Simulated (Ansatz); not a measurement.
Geometry relaxation of C (part 1 of 2)

The run: geometry relaxation of C (8 atoms in the cell). Method and program: DFT, PBEsol, plane waves, PAW, no spin polarisation (Ansatz 0.2.0).

The structure was built on a prototype by a generator; it need not be a known phase. Figures and captions count atoms from 1; the log counts them from 0 in places.

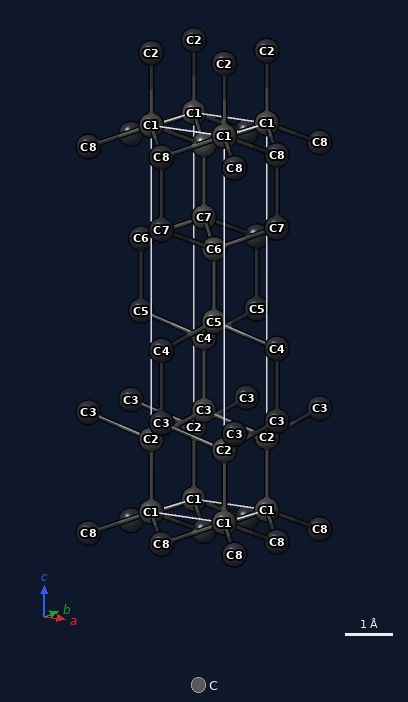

Figure 1. The input geometry (ball-and-stick view of the cell of the calculation, seen slightly off an axis; neighbours outside the cell are drawn fainter; atoms are numbered from 1 in the order of the input).

The input
```yaml
crystal:
  lattice:
    - [2.4988149884, 0.0, 0.0]
    - [-1.2494074942, 2.1640372593, 0.0]
    - [0.0, 0.0, 8.3216717106]
  atoms:
    - { symbol: C, position: [0.0, 0.0, 0.0] }
    - { symbol: C, position: [0.0, 0.0, 0.1875] }
    - { symbol: C, position: [0.3333333333, 0.6666666667, 0.25] }
    - { symbol: C, position: [0.3333333333, 0.6666666667, 0.4375] }
    - { symbol: C, position: [0.6666666667, 0.3333333333, 0.5] }
    - { symbol: C, position: [0.6666666667, 0.3333333333, 0.6875] }
    - { symbol: C, position: [0.3333333333, 0.6666666667, 0.75] }
    - { symbol: C, position: [0.3333333333, 0.6666666667, 0.9375] }
basis:
  ecutwfc: 420
kpoints:
  mp_grid: { grid: [12, 12, 3] }
hamiltonian:
  xc: pbesol
scf:
  occupations: { method: gaussian, width: 0.02 }
output:
  forces: true
  eigenvalues: true
  stress: true
relax:
  adjacent_minimum: "off"
  f_tol: 0.01
  max_steps: 45
  cell: { stress_tol: 0.05 }
accuracy: high
```

Launched with:
```bash
ansatz run input.yaml --threads 1 --pin off --max-ram 2560MiB --backend cpu --events-out ev --progress --plain --runs-dir out
```

Output
```
Engine: ansatz 0.2.0, x86_64-unknown-linux-gnu
Pseudopotentials: kind: paw
Pseudopotential: C, paw, valence charge 4, recommended cutoff 420 eV (normal), C.paw.azcp
Functional definition: PBEsol
  exchange = pbesol_x
  correlation = pbesol_c
Crystal: 8 atoms, lattice volume = 45.000 Å³
Basis set: ecut = 420 eV, 873 PW (Γ), exchange–correlation on 40×40×128 points (8 copies of the dense FFT grid, shifted against one another)
Bands: 24, of which v1, the nominal top of the filled ones, is band 16 counted from 1 (15 counted from 0)
Symmetry: 24 space group operations
Space group: P63/mmc (ITA 194), of the structure as read, at distance tolerance 3.6e-5 Å
k-points: 38 of 432
Non-local potential: C, projectors of the file, l = 0: 2, l = 1: 2, l = 2: 1
PAW form: soft (Blöchl's): semilocal exchange-correlation on the pseudo side does not see the compensation charge
PAW frozen core: C, regenerated for the run's functional, and the local potential with it (the file was generated under x = pbe(κ = 0.804, μ = 0.2195149727645171), c = pbe(β = 0.06672455060314922))
PAW one-centre angular grid: C, 110 points (default); XC on 64 Gauss nodes
Initial density: superposition of atomic densities (neutral atoms: chi_scale 0, normalization atom), corrected by the library's trained network
Initial wavefunctions: pseudopotential atomic-orbital guess
Functional: x = pbesol(κ = 0.804, μ = 0.12345679012345678), c = pbesol(β = 0.046)
SCF iter   1: F=—  HF=-1973.265206 eV  |F-HF|=—  |Δ(HF+E_count)|=         —  Δρ=7.10e-3  dr2=1.79e-2  ethr=1.77e-3  ⟨swp⟩=6.0  Hψ=4373  notcnv=0  defer=2
preconditioner: auto → none  [insulator: Δε(μ)=4.463 eV  Ē_g=17.041 eV  σ=0.020 eV  W_gap=1.00  n_scr=6 (ndim 8)  ℏωp=31.3 eV  f_vac=0.000  D(μ)=0.00/eV (n_scr^D=0)  ε∞_Penn≈4.4]
SCF iter   2: F=—  HF=-1973.259156 eV  |F-HF|=—  |Δ(HF+E_count)|=   6.05e-3  Δρ=2.73e-3  dr2=2.46e-3  ethr=5.61e-5  ⟨swp⟩=2.8  Hψ=2017  notcnv=0  defer=86
SCF iter   3: F=—  HF=-1973.258486 eV  |F-HF|=—  |Δ(HF+E_count)|=   6.70e-4  Δρ=4.53e-4  dr2=1.48e-4  ethr=7.68e-6  ⟨swp⟩=2.4  Hψ=1551  notcnv=0  defer=86
SCF iter   4: F=—  HF=-1973.258449 eV  |F-HF|=—  |Δ(HF+E_count)|=   3.71e-5  Δρ=1.54e-4  dr2=3.10e-6  ethr=4.64e-7  ⟨swp⟩=2.0  Hψ=1199  notcnv=0  defer=86
SCF iter   5: F=—  HF=-1973.258448 eV  |F-HF|=—  |Δ(HF+E_count)|=   1.24e-6  Δρ=1.45e-5  dr2=4.15e-8  ethr=9.70e-9  ⟨swp⟩=2.8  Hψ=1408  notcnv=0  defer=86
SCF iter   6: F=-1973.258448 eV  HF=-1973.258448 eV  |F-HF|=6.63e-10  |Δ(HF+E_count)|=   1.44e-8  Δρ=2.95e-6  dr2=1.10e-9  ethr=1.30e-10  ⟨swp⟩=6.8  Hψ=3697  notcnv=0
SCF 1 converged in 6 iterations: F = -1973.258448 eV  dr2 = 1.10e-9
  greatest PAW one-centre occupation: 0.644 electrons in one spin orbital (limit 2), on the C atom at site 5 (counted from 0), in its partial waves of l = 0
relax step   1: F+E_penalty+E_count = -1973.25844805 eV  Δ(F+E_penalty+E_count) = +0.000e0 eV  max|allowed force component| = 3.484e-1 eV/Å  Δτ_max = 0.0000 Å  P = -0.667 GPa  Ω = 45.000 Å³  (6 SCF iters, dr2 threshold 1.00e-7 eV, accepted)
Crystal: 8 atoms, lattice volume = 44.958 Å³
Basis set: ecut = 420 eV, 885 PW (Γ), exchange–correlation on 40×40×128 points (8 copies of the dense FFT grid, shifted against one another)
Initial density: handed on by an earlier stage of this run
Initial wavefunctions: those handed on with the density
iter 1 solved again at ethr=7.71e-6 eV; its pass at ethr=3.10e-3 eV (dr2=2.47e-3 eV) is discarded
SCF iter   1: F=—  HF=-1973.272643 eV  |F-HF|=—  |Δ(HF+E_count)|=         —  Δρ=2.74e-3  dr2=2.46e-3  ethr=7.71e-6  ⟨swp⟩=2.5  Hψ=5693  notcnv=0
preconditioner: auto → none  [insulator: Δε(μ)=4.459 eV  Ē_g=17.067 eV  σ=0.020 eV  W_gap=1.00  n_scr=6 (ndim 8)  ℏωp=31.3 eV  f_vac=0.000  D(μ)=0.00/eV (n_scr^D=0)  ε∞_Penn≈4.4]
SCF iter   2: F=—  HF=-1973.271983 eV  |F-HF|=—  |Δ(HF+E_count)|=   6.60e-4  Δρ=1.05e-3  dr2=1.86e-4  ethr=7.69e-6  ⟨swp⟩=2.0  Hψ=1524  notcnv=0
SCF iter   3: F=—  HF=-1973.271952 eV  |F-HF|=—  |Δ(HF+E_count)|=   3.01e-5  Δρ=3.93e-4  dr2=2.19e-5  ethr=5.83e-7  ⟨swp⟩=2.6  Hψ=1557  notcnv=0
iter 4 did not close the SCF: its close was put off for the readings that it lacked (scf_convergence_deferred on its scf_iter line)
SCF iter   4: F=-1973.271952 eV  HF=-1973.271952 eV  |F-HF|=1.07e-7  |Δ(HF+E_count)|=   1.30e-7  Δρ=5.32e-5  dr2=3.19e-7  ethr=6.84e-8  ⟨swp⟩=2.6  Hψ=1374  notcnv=0
iter 5 did not close the SCF: its close was put off for the readings that it lacked (scf_convergence_deferred on its scf_iter line)
SCF iter   5: F=-1973.271952 eV  HF=-1973.271952 eV  |F-HF|=5.64e-10  |Δ(HF+E_count)|=   1.41e-7  Δρ=6.74e-6  dr2=7.44e-9  ethr=9.97e-10  ⟨swp⟩=2.3  Hψ=1467  notcnv=0
SCF iter   6: F=-1973.271952 eV  HF=-1973.271952 eV  |F-HF|=2.18e-11  |Δ(HF+E_count)|=   1.69e-9  Δρ=1.00e-6  dr2=1.52e-10  ethr=2.33e-11  ⟨swp⟩=1.1  Hψ=2622  notcnv=0
SCF 2 converged in 6 iterations: F = -1973.271952 eV  dr2 = 1.52e-10
  greatest PAW one-centre occupation: 0.644 electrons in one spin orbital (limit 2), on the C atom at site 7 (counted from 0), in its partial waves of l = 0
relax step   2: F+E_penalty+E_count = -1973.27195247 eV  Δ(F+E_penalty+E_count) = -1.350e-2 eV  max|allowed force component| = 3.677e-1 eV/Å  Δτ_max = 0.0062 Å  P = -0.245 GPa  Ω = 44.958 Å³  energy of the carried Pulay correction = +2.752e-4 eV  (6 SCF iters, dr2 threshold 8.00e-7 eV, accepted)
Crystal: 8 atoms, lattice volume = 44.938 Å³
iter 1 solved again at ethr=1.75e-6 eV; its pass at ethr=3.10e-3 eV (dr2=5.60e-4 eV) is discarded
SCF iter   1: F=—  HF=-1973.275836 eV  |F-HF|=—  |Δ(HF+E_count)|=         —  Δρ=1.10e-3  dr2=5.05e-4  ethr=1.75e-6  ⟨swp⟩=2.4  Hψ=4788  notcnv=0
preconditioner: auto → none  [insulator: Δε(μ)=4.460 eV  Ē_g=17.075 eV  σ=0.020 eV  W_gap=1.00  n_scr=6 (ndim 8)  ℏωp=31.3 eV  f_vac=0.000  D(μ)=0.00/eV (n_scr^D=0)  ε∞_Penn≈4.4]
SCF iter   2: F=—  HF=-1973.275699 eV  |F-HF|=—  |Δ(HF+E_count)|=   1.36e-4  Δρ=3.62e-4  dr2=2.85e-5  ethr=1.58e-6  ⟨swp⟩=2.0  Hψ=1249  notcnv=0
SCF iter   3: F=—  HF=-1973.275695 eV  |F-HF|=—  |Δ(HF+E_count)|=   4.11e-6  Δρ=1.52e-4  dr2=4.02e-6  ethr=8.91e-8  ⟨swp⟩=2.1  Hψ=1505  notcnv=0
iter 4 did not close the SCF: its close was put off for the readings that it lacked (scf_convergence_deferred on its scf_iter line)
SCF iter   4: F=-1973.275695 eV  HF=-1973.275695 eV  |F-HF|=2.98e-9  |Δ(HF+E_count)|=   1.74e-7  Δρ=1.46e-5  dr2=3.87e-8  ethr=1.26e-8  ⟨swp⟩=2.3  Hψ=1327  notcnv=0
iter 5 did not close the SCF: its close was put off for the readings that it lacked (scf_convergence_deferred on its scf_iter line)
SCF iter   5: F=-1973.275695 eV  HF=-1973.275695 eV  |F-HF|=3.58e-10  |Δ(HF+E_count)|=   1.14e-8  Δρ=2.98e-6  dr2=1.22e-9  ethr=1.21e-10  ⟨swp⟩=2.5  Hψ=1476  notcnv=0
SCF iter   6: F=-1973.275695 eV  HF=-1973.275695 eV  |F-HF|=4.55e-13  |Δ(HF+E_count)|=  5.01e-10  Δρ=1.89e-7  dr2=6.17e-12  ethr=3.82e-12  ⟨swp⟩=1.0  Hψ=2580  notcnv=0
SCF 3 converged in 6 iterations: F = -1973.275695 eV  dr2 = 6.17e-12
  greatest PAW one-centre occupation: 0.644 electrons in one spin orbital (limit 2), on the C atom at site 3 (counted from 0), in its partial waves of l = 0
relax step   3: F+E_penalty+E_count = -1973.27569485 eV  Δ(F+E_penalty+E_count) = -3.742e-3 eV  max|allowed force component| = 1.603e-1 eV/Å  Δτ_max = 0.0034 Å  P = -0.079 GPa  Ω = 44.938 Å³  energy of the carried Pulay correction = +4.009e-4 eV  (6 SCF iters, dr2 threshold 8.00e-7 eV, accepted)
Crystal: 8 atoms, lattice volume = 44.931 Å³
iter 1 solved again at ethr=7.26e-7 eV; its pass at ethr=3.10e-3 eV (dr2=2.32e-4 eV) is discarded
SCF iter   1: F=—  HF=-1973.276678 eV  |F-HF|=—  |Δ(HF+E_count)|=         —  Δρ=8.24e-4  dr2=2.15e-4  ethr=7.26e-7  ⟨swp⟩=2.2  Hψ=4902  notcnv=0
preconditioner: auto → none  [insulator: Δε(μ)=4.435 eV  Ē_g=17.078 eV  σ=0.020 eV  W_gap=1.00  n_scr=6 (ndim 8)  ℏωp=31.3 eV  f_vac=0.000  D(μ)=0.00/eV (n_scr^D=0)  ε∞_Penn≈4.4]
SCF iter   2: F=—  HF=-1973.276608 eV  |F-HF|=—  |Δ(HF+E_count)|=   7.00e-5  Δρ=3.06e-4  dr2=1.87e-5  ethr=6.72e-7  ⟨swp⟩=2.0  Hψ=1237  notcnv=0
SCF iter   3: F=—  HF=-1973.276603 eV  |F-HF|=—  |Δ(HF+E_count)|=   4.29e-6  Δρ=8.69e-5  dr2=1.61e-6  ethr=5.85e-8  ⟨swp⟩=2.4  Hψ=1489  notcnv=0
iter 4 did not close the SCF: its close was put off for the readings that it lacked (scf_convergence_deferred on its scf_iter line)
SCF iter   4: F=-1973.276603 eV  HF=-1973.276603 eV  |F-HF|=4.77e-9  |Δ(HF+E_count)|=   1.68e-7  Δρ=1.70e-5  dr2=4.74e-8  ethr=5.03e-9  ⟨swp⟩=2.0  Hψ=1221  notcnv=0
iter 5 did not close the SCF: its close was put off for the readings that it lacked (scf_convergence_deferred on its scf_iter line)
SCF iter   5: F=-1973.276603 eV  HF=-1973.276603 eV  |F-HF|=9.03e-11  |Δ(HF+E_count)|=   9.92e-9  Δρ=1.34e-6  dr2=4.07e-10  ethr=1.48e-10  ⟨swp⟩=2.4  Hψ=1476  notcnv=0
SCF iter   6: F=-1973.276603 eV  HF=-1973.276603 eV  |F-HF|=2.73e-12  |Δ(HF+E_count)|=  2.23e-11  Δρ=2.82e-7  dr2=1.00e-11  ethr=1.27e-12  ⟨swp⟩=1.0  Hψ=2491  notcnv=0
SCF 4 converged in 6 iterations: F = -1973.276603 eV  dr2 = 1.00e-11
relax step   4: F+E_penalty+E_count = -1973.27660314 eV  Δ(F+E_penalty+E_count) = -9.083e-4 eV  max|allowed force component| = 2.137e-3 eV/Å  Δτ_max = 0.0024 Å  P = -0.026 GPa  Ω = 44.931 Å³  energy of the carried Pulay correction = +4.511e-4 eV  (6 SCF iters, dr2 threshold 8.00e-7 eV, accepted)
Initial wavefunctions: pseudopotential atomic-orbital guess (no wavefunctions were taken with the density)
iter 1 solved again at ethr=7.01e-9 eV; its pass at ethr=3.10e-3 eV (dr2=2.24e-6 eV) is discarded
SCF iter   1: F=—  HF=-1973.275903 eV  |F-HF|=—  |Δ(HF+E_count)|=         —  Δρ=6.49e-5  dr2=2.20e-7  ethr=7.01e-9  ⟨swp⟩=3.9  Hψ=7229  notcnv=0
preconditioner: auto → none  [insulator: Δε(μ)=4.436 eV  Ē_g=17.078 eV  σ=0.020 eV  W_gap=1.00  n_scr=6 (ndim 8)  ℏωp=31.3 eV  f_vac=0.000  D(μ)=0.00/eV (n_scr^D=0)  ε∞_Penn≈4.4]
SCF iter   2: F=—  HF=-1973.275900 eV  |F-HF|=—  |Δ(HF+E_count)|=   3.08e-6  Δρ=3.25e-5  dr2=5.26e-8  ethr=6.86e-10  ⟨swp⟩=1.3  Hψ=962  notcnv=0
SCF iter   3: F=—  HF=-1973.275900 eV  |F-HF|=—  |Δ(HF+E_count)|=   1.14e-7  Δρ=9.08e-7  dr2=1.52e-10  ethr=1.64e-10  ⟨swp⟩=2.1  Hψ=1507  notcnv=0
iter 4 did not close the SCF: its close was put off for the readings that it lacked (scf_convergence_deferred on its scf_iter line)
SCF iter   4: F=-1973.275900 eV  HF=-1973.275900 eV  |F-HF|=2.68e-11  |Δ(HF+E_count)|=  6.14e-11  Δρ=2.17e-7  dr2=3.43e-11  ethr=1.00e-12  ⟨swp⟩=2.0  Hψ=1259  notcnv=0
iter 5 did not close the SCF: its close was put off for the readings that it lacked (scf_convergence_deferred on its scf_iter line)
SCF iter   5: F=-1973.275900 eV  HF=-1973.275900 eV  |F-HF|=9.09e-13  |Δ(HF+E_count)|=  9.09e-12  Δρ=6.11e-8  dr2=4.98e-13  ethr=1.00e-12  ⟨swp⟩=1.0  Hψ=912  notcnv=0
iter 6 did not close the SCF: its close was put off for the readings that it lacked (scf_convergence_deferred on its scf_iter line)
SCF iter   6: F=-1973.275900 eV  HF=-1973.275900 eV  |F-HF|=2.27e-13  |Δ(HF+E_count)|=  4.55e-13  Δρ=1.85e-8  dr2=1.05e-13  ethr=1.00e-12  ⟨swp⟩=1.0  Hψ=912  notcnv=0
iter 7 did not close the SCF: its close was put off for the readings that it lacked (scf_convergence_deferred on its scf_iter line)
SCF iter   7: F=-1973.275900 eV  HF=-1973.275900 eV  |F-HF|=2.27e-13  |Δ(HF+E_count)|=  2.27e-13  Δρ=3.84e-9  dr2=2.84e-15  ethr=1.00e-12  ⟨swp⟩=1.0  Hψ=912  notcnv=0
SCF iter   8: F=-1973.275900 eV  HF=-1973.275900 eV  |F-HF|=0.00e0  |Δ(HF+E_count)|=  2.27e-13  Δρ=2.30e-9  dr2=2.56e-15  ethr=1.00e-12  ⟨swp⟩=1.6  Hψ=2012  notcnv=0
SCF 5 converged in 8 iterations: F = -1973.275900 eV  dr2 = 2.56e-15
relax step   5: F+E_penalty+E_count = -1973.27590027 eV  Δ(F+E_penalty+E_count) = +7.029e-4 eV  max|allowed force component| = 8.419e-4 eV/Å  Δτ_max = 0.0000 Å  P = -0.051 GPa  Ω = 44.931 Å³  stress off target by 7.45e-2 GPa  SCF on the basis re-selected at this cell (its energy is not comparable with the rows above)  (8 SCF iters)
basis re-selected at this cell: Δ(F+E_penalty+E_count) = +7.029e-4 eV, ΔP = -0.026 GPa vs the last step (what re-selecting the basis moved, of the pressure what is left beyond the Pulay correction that the steps carried, after the strain that the cell walked since its last selection, with what the two solves' SCF thresholds leave and, on support functions, any second-order correction that the steps lacked; it is no measure of the basis error at this ecutwfc). This SCF's stress stands 7.45e-2 GPa from its target on what of the cell is left free (relax.cell.stress_tol is 5.00e-2 GPa) and its largest allowed force component is 8.42e-4 eV/Å (relax.f_tol is 1.00e-2 eV/Å): not within both, so this SCF does not close the relaxation
Crystal: 8 atoms, lattice volume = 44.925 Å³
iter 1 solved again at ethr=1.55e-9 eV; its pass at ethr=3.10e-3 eV (dr2=4.96e-7 eV) is discarded
```
